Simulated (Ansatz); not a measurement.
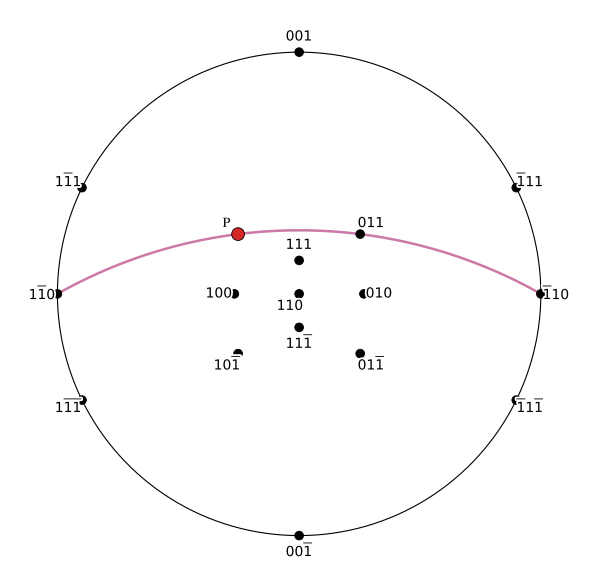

Stereographic projection of plane normals (upper hemisphere) centred on (1 1 0). Crystal: KF, the input geometry of an electronic-structure calculation (not necessarily at equilibrium); the starting structure was generated, so it need not be a known form of this composition. Symmetry computed with spglib at a tolerance of 0.002 Å; standard conventional cell.

a = 3.660 Å, b = 3.660 Å, c = 6.479 Å, α = 90.00°, β = 90.00°, γ = 120.00°.

Q: Index the pole marked P.

A: P is (1 0 1), in four indices (1 0 −1 1), 38.9° from the centre.

Q: Which zone does the coloured great circle trace?

A: The zone [1 1 −1]: its poles satisfy h + k − l = 0.

Q: What is the angle between the normals of (1 −1 1) and (1 0 −1), and what are their d_hkl = 1/|g|?

A: 77.9°; d = 2.847 Å and 2.847 Å.
